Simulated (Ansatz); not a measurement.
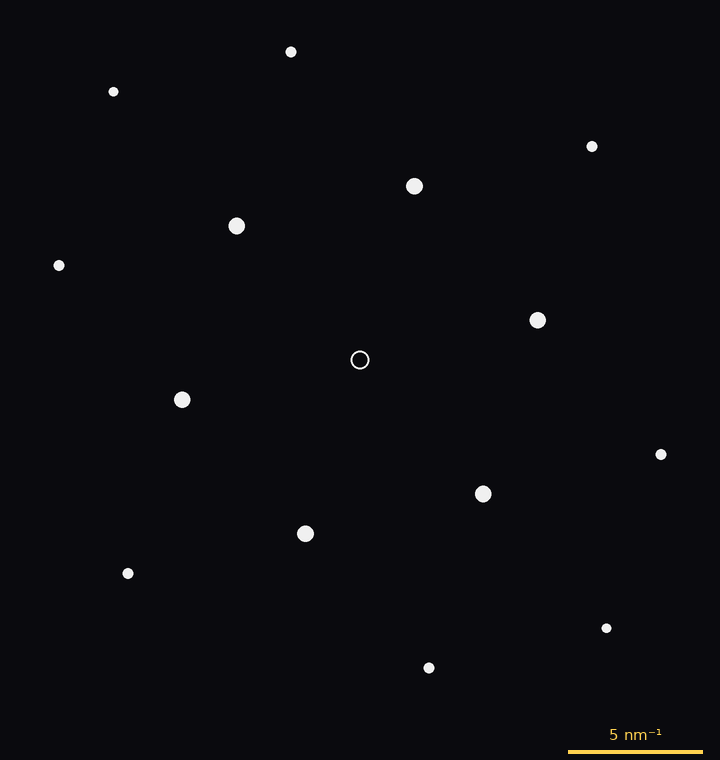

The pattern is a kinematic simulation for 120 kV electrons (no multiple scattering; isotropic B = 1 Å²).

It belongs to Ta, space group Fm-3m (No. 225), a = 4.141 Å. Structure: coordinates from a relaxation with DFT, LDA (PW92), plane waves (420 eV) with PAW, scalar-relativistic (Ansatz); the starting structure was generated, so it need not be a known form of this composition.

```cif
data_structure
_symmetry_space_group_name_H-M 'Fm-3m'
_symmetry_Int_Tables_number 225
_cell_length_a 4.1414
_cell_length_b 4.1414
_cell_length_c 4.1414
_cell_angle_alpha 90.000
_cell_angle_beta 90.000
_cell_angle_gamma 90.000
_cell_volume 71.03
loop_
_atom_site_label
_atom_site_type_symbol
_atom_site_symmetry_multiplicity
_atom_site_Wyckoff_symbol
_atom_site_fract_x
_atom_site_fract_y
_atom_site_fract_z
_atom_site_occupancy
Ta1 Ta 4 a 0.00000 0.00000 0.00000 1
```

Determine the zone axis from the geometry of the pattern.

Answer. The spots form a hexagonal net with both shortest vectors at d = 1.46 Å, 60.0° apart. They index as -2 2 0 and -2 0 2, so the zone axis is [111] (or an equivalent direction of <111>).

List the strongest reflections.

Answer. Strongest reflections with d > 0.80 Å, one of each family (|F|² from tabulated Gaussian fits of the electron scattering factors, times a small damping for the curvature of the Ewald sphere):

| hkl | d (Å) | I (strongest = 100) |
| --- | --- | --- |
| 2 0 -2 | 1.464 | 100 |
| 4 -2 -2 | 0.845 | 18 |
